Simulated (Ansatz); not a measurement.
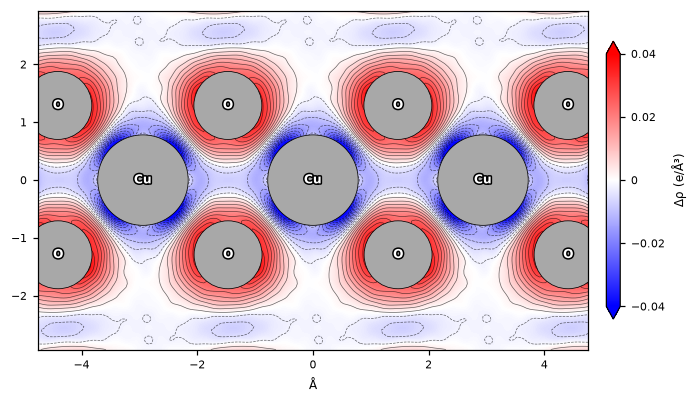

CuO. Difference of the valence pseudo-densities of two functionals at the same geometry, on the (010) plane of the calculation cell: r2SCAN less PBE.

Both computed with Ansatz (plane waves, PAW), on the same k-point mesh. Grey discs cover the atomic cores.

Question: What does the difference map show?

Answer: Against PBE, r2SCAN gives less density around Cu (−0.011 e/Å³ on average at 1.0 Å from the nucleus), more density around O (+0.024 e/Å³ on average at 0.7 Å from the nucleus) and a change of −0.009 e/Å³ at the midpoint of Cu–O.
